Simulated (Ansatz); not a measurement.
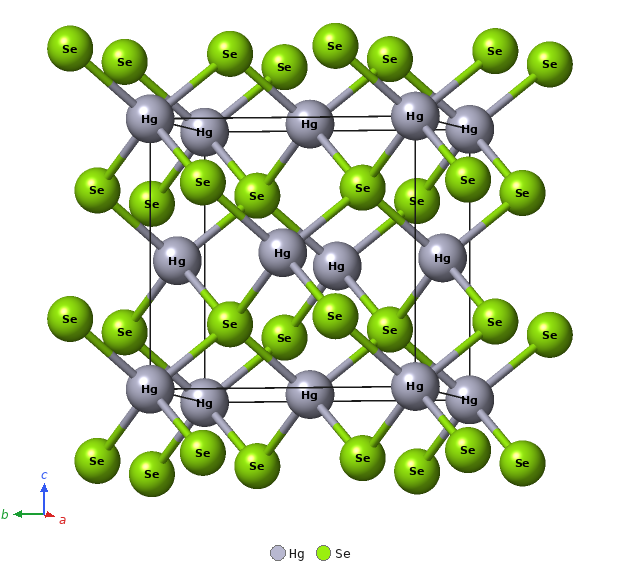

System HgSe (space group F-43m, No. 216); source of the atomic positions: the geometry relaxed with DFT PBE, scalar-relativistic, plane waves, PAW (Ansatz).

Bonds are taken as Hg–Se below 3 Å; no other contact counts. The graph is simplified in the usual way: terminal and isolated atoms are pruned, two-connected atoms become edges.

What kind of net remains, and which atoms are its nodes?

Answer. A uninodal 4-connected, three-periodic net: Hg and Se are 4-connected nodes.

Which named net is it?

Answer. It is the dia net, known from diamond, zinc blende and cristobalite.

Is the net interpenetrated?

Answer. It is a single net, without interpenetration.

Give the first eight terms of the coordination sequence (nodes one, two, three … edges away).

Answer. Hg and Se: 4, 12, 24, 42, 64, 92, 124, 162.

The simplified net, drawn on the atoms' positions. Nodes are coloured by element. Edges to nodes outside the piece are drawn as stubs.

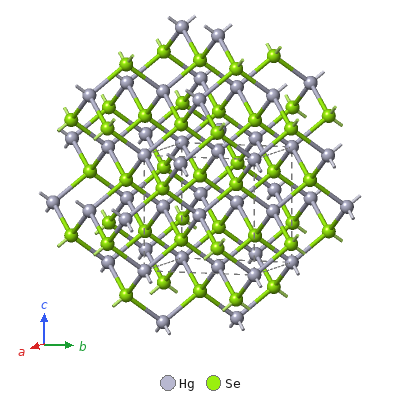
